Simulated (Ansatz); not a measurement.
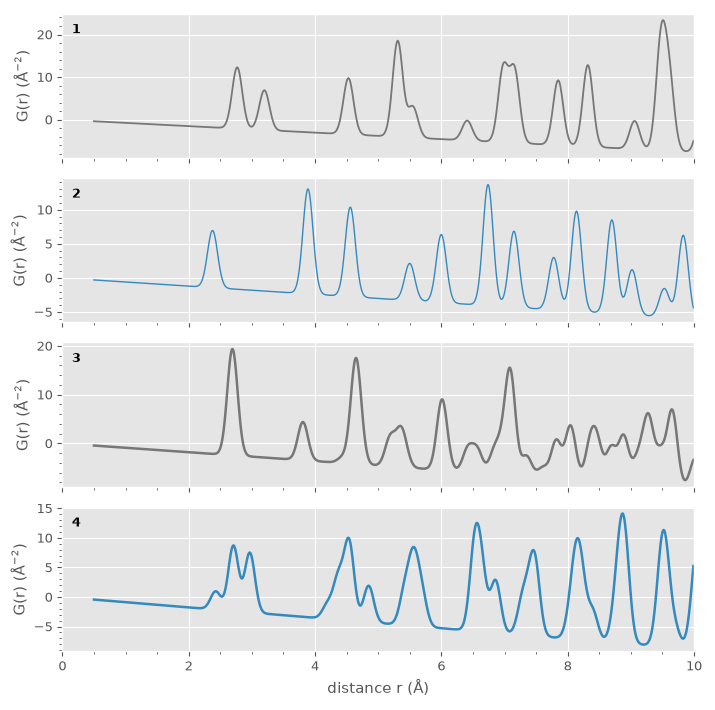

Simulated X-ray pair distribution function, G(r) = R(r)/r − 4πρ₀r, summed over the atomic distances of the structure with each pair weighted by the product of the atomic numbers (X-ray weights at Q = 0); every distance is a Gaussian of σ = 0.08 Å. No termination ripples are included.

Candidate structures:

A. 
```yaml
crystal:
  lattice:
    - [4.85148, 0.00000, 0.00000]
    - [0.00000, 4.85148, 0.00000]
    - [0.00000, 0.00000, 4.85148]
  atoms:
    - { symbol: Si, position: [0.00000, 0.00000, 0.00000] }
    - { symbol: Si, position: [0.50000, 0.50000, 0.50000] }
    - { symbol: Si, position: [0.25000, 0.00000, 0.50000] }
    - { symbol: Si, position: [0.75000, 0.00000, 0.50000] }
    - { symbol: Si, position: [0.50000, 0.25000, 0.00000] }
    - { symbol: Si, position: [0.50000, 0.75000, 0.00000] }
    - { symbol: Si, position: [0.00000, 0.50000, 0.25000] }
    - { symbol: Si, position: [0.00000, 0.50000, 0.75000] }
```

B. 
```yaml
crystal:
  lattice:
    - [5.50320, 0.00000, 0.00000]
    - [0.00000, 5.50320, 0.00000]
    - [0.00000, 0.00000, 5.50320]
  atoms:
    - { symbol: Si, position: [0.50000, 0.00000, 0.50000] }
    - { symbol: Si, position: [0.25000, 0.25000, 0.25000] }
    - { symbol: Si, position: [0.50000, 0.50000, 0.00000] }
    - { symbol: Si, position: [0.25000, 0.75000, 0.75000] }
    - { symbol: Si, position: [0.00000, 0.00000, 0.00000] }
    - { symbol: Si, position: [0.75000, 0.25000, 0.75000] }
    - { symbol: Si, position: [0.00000, 0.50000, 0.50000] }
    - { symbol: Si, position: [0.75000, 0.75000, 0.25000] }
```

C. 
```
CELL_PARAMETERS angstrom
3.20378 0.00000 0.00000
0.00000 3.20378 0.00000
0.00000 0.00000 3.20378
ATOMIC_POSITIONS crystal
Si 0.00000 0.00000 0.00000
Si 0.50000 0.50000 0.50000
```

D. 
```
Si
1.0
     2.67537    0.00000    0.00000
    -1.33768    2.31693    0.00000
     0.00000    0.00000    8.88703
Si
4
Direct
  0.00000 0.00000 0.00000
  0.00000 0.00000 0.50000
  0.33333 0.66667 0.25000
  0.66667 0.33333 0.75000
```

Origins: A, coordinates from a relaxation with DFT, LDA (PW92), plane waves (420 eV) with PAW, scalar-relativistic (Ansatz); the starting structure was generated, so it need not be a known form of this composition; B, the input geometry of an electronic-structure calculation (not necessarily at equilibrium); C, the geometry relaxed with DFT, BLYP, plane waves (420 eV) with PAW, scalar-relativistic (Ansatz); the starting structure was generated, so it need not be a known form of this composition; D, the geometry relaxed with DFT, r2SCAN, plane waves (500 eV) with PAW, scalar-relativistic in Ansatz; the starting structure was generated, so it need not be a known form of this composition.

### Match each curve to its structure.

curve 1 is C (Si, first clear peaks at 2.77 Å (Si–Si) and 3.20 Å (Si–Si)); curve 2 is B (Si, first clear peaks at 2.38 Å (Si–Si) and 3.89 Å (Si–Si)); curve 3 is D (Si, first clear peaks at 2.69 Å (Si–Si) and 3.81 Å (Si–Si)); curve 4 is A (Si, first clear peaks at 2.43 Å (Si–Si) and 2.71 Å (Si–Si)).
